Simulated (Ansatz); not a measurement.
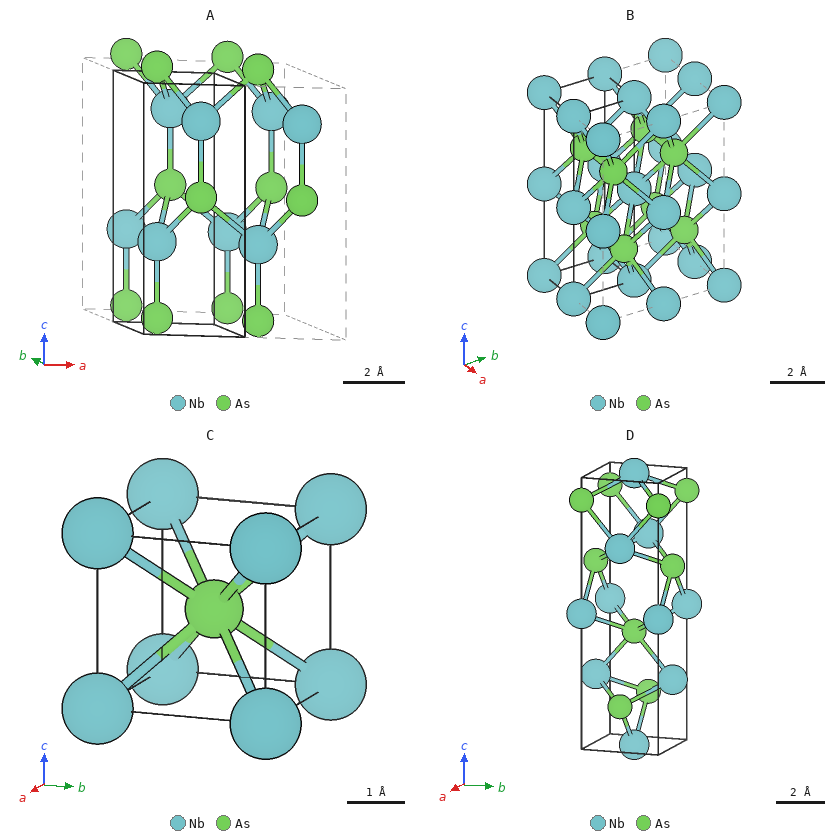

Four structures of NbAs, each relaxed to rest (conventional cells in solid outline, small ones repeated, each panel with its own scale). Method: DFT PBE, scalar-relativistic, plane waves, PAW in Ansatz 0.2.0, without spin polarisation.

Question: Name the structure in each panel.

Answer: A: 4 atoms a cell on a primitive hexagonal lattice, P6_3mc; B: nickel arsenide (NiAs) type, P6_3/mmc; C: caesium chloride (CsCl, B2) type, Pm-3m; D: 8 atoms a cell on a body-centred tetragonal lattice, I4_1md.

Question: Which of these is lowest in energy, and how far above it do the others lie?

Answer: D, then B (+59 meV/atom), C (+259 meV/atom) and A (+781 meV/atom), energies at zero smearing.

Question: Collect the results in a table.

Answer:
| panel | structure | E − E(lowest) (meV/atom) | volume (Å³/atom) | gap (eV) |
| --- | --- | --- | --- | --- |
| D | I4_1md | 0 | 17.7 | metal |
| B | P6_3/mmc | 59 | 17.7 | metal |
| C | Pm-3m | 259 | 16.7 | metal |
| A | P6_3mc | 781 | 21.0 | metal |

Some of these may be structure types tried for this composition rather than known phases, and the most stable form need not be among them. Gaps are taken on the k-mesh or band path of each run.
